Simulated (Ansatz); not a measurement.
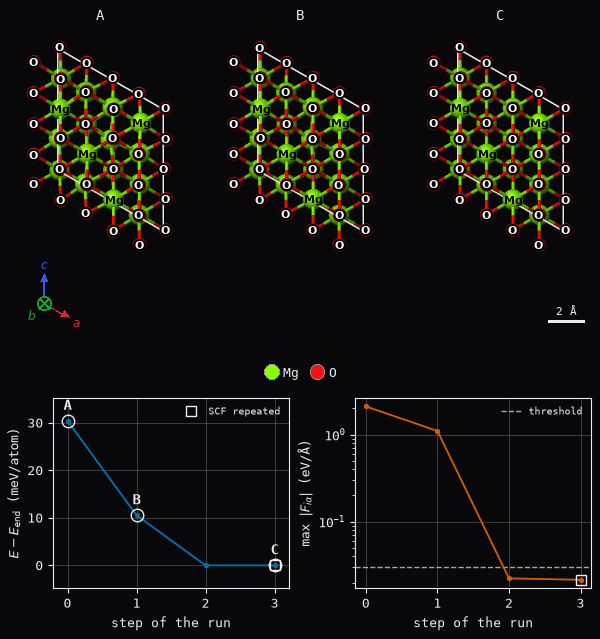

Frames of a relaxation of crystalline MgO (set up in P1), marked on the history of the run. A ball-and-stick model of the cell of the calculation (origin shifted), seen along the b axis.

Level of theory: DFT PBEsol, scalar-relativistic, plane waves, PAW in Ansatz. (plane-wave cutoff 420 eV; k-point mesh 2 × 2 × 2; occupations gaussian; smearing width 0.02 eV; mesh shifted by (0.5, 0.5, 0.5); no spin polarisation; atoms relaxed in a fixed cell; force threshold 0.03 eV/Å; at most 25 steps)

Q: What happens along the run?

A: The largest move is that of a Mg atom, 0.16 Å along [1 1 1]. By element the largest moves are Mg 0.16 Å, O 0.11 Å. The cell doesn't change. Among the contacts that change: Mg–O 1.917 → 2.103 Å, Mg–Mg 2.812 → 2.980 Å, Mg–O 2.238 → 2.106 Å, Mg–O 2.002 → 2.107 Å. Among the angles between lasting bonds that change: O–Mg–O 170.4° → 179.9°, Mg–O–Mg 170.9° → 179.9°, O–Mg–O 171.0° → 179.8°. The space group (tolerance 0.01 Å) goes from P1 (No. 1) to Fm-3m (No. 225). The energy falls by 30.4 meV per atom in 2 accepted moves (3 points after the start). The largest force component goes from 2.1 to 0.021 eV/Å. 1 step only repeated the SCF at the same geometry. From step 0 to 1: Mg and O atoms move most (0.07 Å), energy −19.9 meV per atom. From step 1 to 3: a Mg atom moves most (0.10 Å), energy −10.5 meV per atom.
